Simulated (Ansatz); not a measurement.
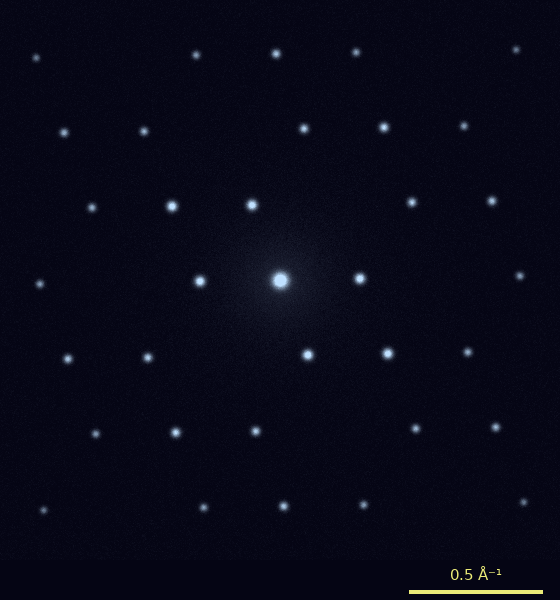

Simulated selected-area electron diffraction pattern (200 kV, kinematic approximation, thin crystal, B = 0.3 Å² for all atoms).

Candidate phases (model or computed cells):
A. W, space group Fd-3m (No. 227), a = 5.758 Å
B. W, space group P6/mmm (No. 191), a = 4.701 Å, c = 2.618 Å (hexagonal axes)
C. C, space group Fm-3m (No. 225), a = 3.02 Å
D. W, space group Fddd (No. 70), a = 2.65 Å, b = 5.31 Å, c = 8.93 Å

Q: Which candidate gives this pattern, and along which zone?

A: Candidate A (W), along [110] or an equivalent direction. The spots form a centred rectangular net with both shortest vectors at d = 3.32 Å, 70.5° apart. They index as -1 1 -1 and -1 1 1; no zone of the other candidates with indices up to 3 has this net. Some points of the net are extinct or too weak to see.
